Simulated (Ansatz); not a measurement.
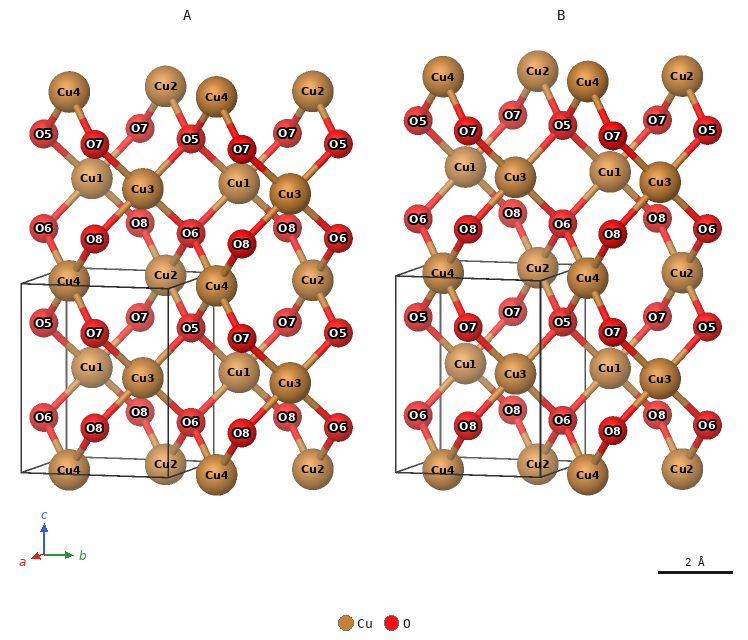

Two geometries of solid CuO (set up in Cccm): one is the relaxed structure, the other was perturbed away from it. The picture is a ball-and-stick view of the cell of the calculation, repeated 1 × 2 × 2 with one cell outlined, seen slightly off an axis.

Method: Ansatz 0.2.0, DFT PBE, scalar-relativistic, plane waves, PAW. Settings: plane-wave cutoff 420 eV; k-point mesh 8 × 8 × 8; occupations gaussian; smearing width 0.1 eV; no spin polarisation.

Q: Which is the distorted one, and what does the distortion cost?

A: Structure B is the perturbed one. Uniaxial strain along c, +4.0 %, is applied. The a and b axes and the atoms are relaxed. It costs 12.3 meV per atom. Pressure: 0.0 GPa before, −3.0 GPa after. The principal stresses (compression positive) are −8.9 GPa along c and none across it. The volume changes by +0.5 %, with a 4.164 → 4.098 Å (−1.6 %), b 4.176 → 4.101 Å (−1.8 %), c 5.151 → 5.357 Å (+4.0 %). The atoms keep their places relative to the cell (all moves are under 0.005 Å). Near-neighbour distances before and after: Cu–O 1.958 → 1.973 Å. The space group (tolerance 0.01 Å) goes from Cccm (No. 66) to P4_2/mmc (No. 131).
